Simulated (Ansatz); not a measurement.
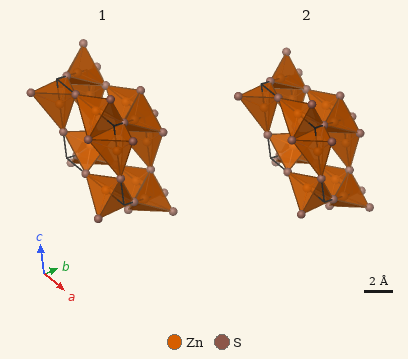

Two geometries of crystalline ZnS (a generated structure, set up in I-43m) (coarse preliminary run), drawn at one scale. One is the start of a relaxation, the other its converged end. A polyhedral model of the cell of the calculation, seen slightly off an axis.

Level of theory: DFT PBE, scalar-relativistic, plane waves, PAW in Ansatz 0.2.0. (plane-wave cutoff 420 eV; k-point mesh 4 × 4 × 4; occupations gaussian; smearing width 0.1 eV; no spin polarisation; cell and atoms relaxed; force threshold 0.04 eV/Å; at most 70 steps)

Which geometry has the lower energy?

Structure 1 is the relaxed one. The largest moves relative to the cell, 0.10 Å, are those of S atoms. Largest moves by element: S 0.10 Å, Zn 0.01 Å. The volume changes by +21.8 %, with a = b = c 6.023 → 6.431 Å (+6.8 %). Some distances before and after: S–Zn 2.206 → 2.408 Å, S–Zn 2.202 → 2.263 Å. Among the angles between lasting bonds that change: Zn–S–Zn 90.0° → 86.7°, S–Zn–S 90.0° → 93.2°, Zn–S–Zn 125.3° → 127.5°. The space group stays I-43m (No. 217). After 3 accepted moves (4 points after the start) the energy has fallen by 2.287 eV per cell of the calculation. The largest force component goes from 1.9 to 0.035 eV/Å. Pressure: 18.76 GPa at the start and 0.06 GPa at the end. At 1 point the geometry stayed and the basis and grid were re-selected for the new cell (energy shift of 17.5 meV per cell of the calculation at most each time).
